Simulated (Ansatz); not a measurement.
## Electronic structure of B in real space

Input

```
crystal:
  lattice:
    - [4.0115985226, 0.0, 0.0]
    - [0.0, 4.0115985226, 0.0]
    - [0.0, 0.0, 1.858433884]
  atoms:
    - { symbol: B, position: [0.3074513779, 0.0, 0.75] }
    - { symbol: B, position: [0.6925486221, 0.0, 0.25] }
    - { symbol: B, position: [0.0, 0.3074513779, 0.0] }
    - { symbol: B, position: [0.0, 0.6925486221, 0.5] }
basis:
  ecutwfc: 420
kpoints:
  mp_grid: { grid: [12, 12, 24] }
hamiltonian:
  xc: pbe
scf:
  occupations: { method: gaussian, width: 0.1 }
output:
  forces: true
  stress: true
  eigenvalues: true
  write_density: true
  write_potential: true
  elf: true
  volumetric_format: npy
relax:
  adjacent_minimum: "off"
  f_tol: 0.01
  max_steps: 80
  cell: { stress_tol: 0.05 }
```

Run with:

```sh
ansatz run input.yaml --threads 1 --pin off --max-ram 2560MiB --backend cpu --events-out ev --progress --plain --runs-dir out
```

Below, planes, directions and counts refer to the conventional cell (a = 4.01 Å, b = 4.01 Å, c = 1.86 Å, α = 90.00°, β = 90.00°, γ = 90.00°).

The fields are those of the run's last geometry, not of the input's.

Space group P4₁22; a structure generated by program, which may or may not match a known phase.

The calculation used Ansatz, DFT PBE, scalar-relativistic, plane waves, PAW.

In a PAW calculation such maps are meaningful between the atoms, not at the nuclei.

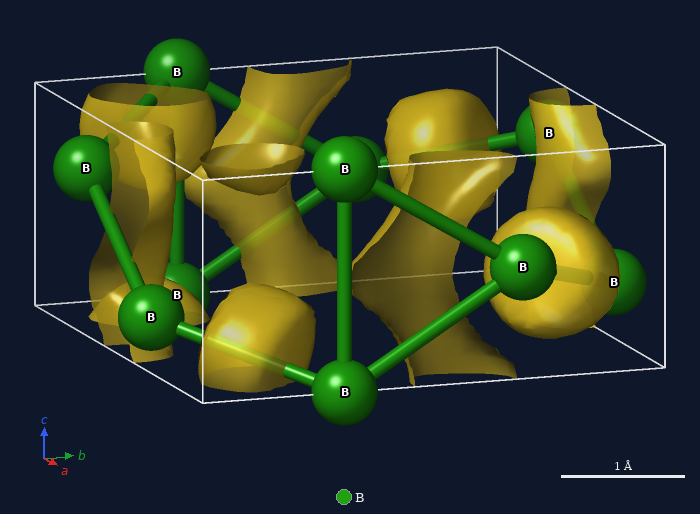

Figure 1. Isosurface of the ELF at 0.7 (yellow), seen slightly off an axis. Only the valence region is drawn (cores and ρ < 0.01 e/Å³ removed). Sticks mark near contacts.

### What do the ELF domains correspond to?

The surface consists of four regions between bonded B–B atoms and channels that run through the cell in one direction, counted in one cell of 4 atoms. Regions shared between cells count once.


B–B (1.80 Å): the ELF peaks at about 0.90 between the atoms. B–B (1.86 Å): the ELF peaks at about 0.70 between the atoms.

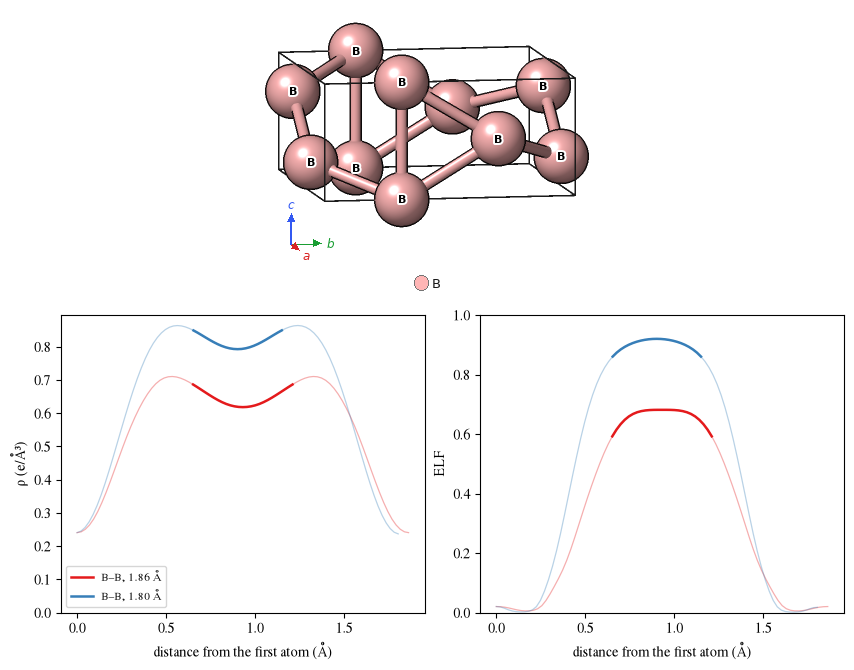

Figure 2. Valence electron density and electron localisation function along straight lines between neighbouring atoms. Thin, pale parts lie inside the atomic spheres. The structure is drawn too.

### What can be read from the curves?

B–B (1.86 Å): the density is about 0.62 e/Å³ at the midpoint; the ELF peaks at about 0.70 between the atoms.
B–B (1.80 Å): ρ at the midpoint is about 0.79 e/Å³; the ELF peaks at about 0.90 between the atoms.

### Does the calculation make it a metal, or give it a gap?

It is metallic or semimetallic at this level of theory: no gap opens.
